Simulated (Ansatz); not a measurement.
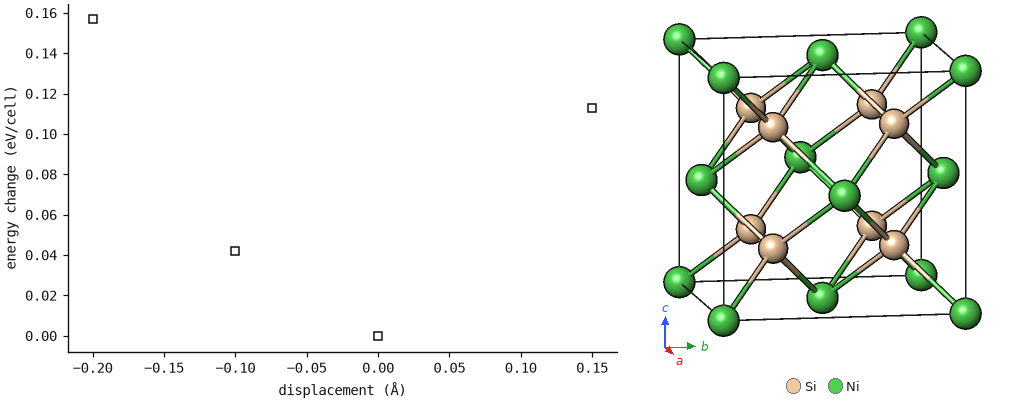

The figure shows the energy change against displacement for Si₂Ni, space group Fm-3m (No. 225). The cell is drawn beside the plot.

The given structure:
```xyz
12
Lattice="5.4468 0.0000 0.0000 0.0000 -5.4468 0.0000 0.0000 0.0000 -5.4468" Properties=species:S:1:pos:R:3 pbc="T T T"
Si    1.3617   -1.3617   -1.3617
Si    4.0851   -4.0851   -1.3617
Si    4.0851   -1.3617   -4.0851
Si    1.3617   -4.0851   -4.0851
Si    4.0851   -4.0851   -4.0851
Si    1.3617   -1.3617   -4.0851
Si    1.3617   -4.0851   -1.3617
Si    4.0851   -1.3617   -1.3617
Ni    0.0000   -2.7234   -2.7234
Ni    2.7234    0.0000   -2.7234
Ni    2.7234   -2.7234    0.0000
Ni    0.0000   -5.4468   -5.4468
```

Computed with Ansatz 0.2.0: one atom of a crystal moved along a line, all else fixed, by plane-wave density functional theory with PAW datasets, free energies less that of the undisturbed cell, pressure positive in compression; scalar-relativistic. Level: PBE, no spin polarisation.

- wave cutoff: 420 eV
- k mesh: 10×10×10
- occupations: Gaussian
- smearing width: 0.15 eV
- k shift: (0, 0, 0) (mesh steps)
- start: relaxed
- moved atom: 1
- direction: (−0.5774, −0.5774, −0.5774) (Cartesian unit vector)

From this curve and the settings, what does the calculation give for the force along the direction (sum over moved atoms) and pressure at the same points?

The force along the direction (sum over moved atoms) falls from 1.47 eV/Å at displacement −0.20 Å to −1.59 eV/Å at 0.15 Å, and changes sign near 0.00 Å. The pressure goes from 0.293 GPa at displacement −0.20 Å to 0.160 GPa at 0.15 Å, not monotonically, with a low of −0.178 GPa at 0.00 Å, and changes sign near −0.11 Å and 0.08 Å.

```
displacement (Å)  force along the direction (sum over moved atoms) (eV/Å)  pressure (GPa)
           -0.20                                                     1.47           0.293
           -0.10                                                     0.81          -0.051
            0.00                                                     0.00          -0.178
            0.15                                                    -1.59           0.160
```

Keep in mind: no spin polarisation, a magnetic state may lie lower.
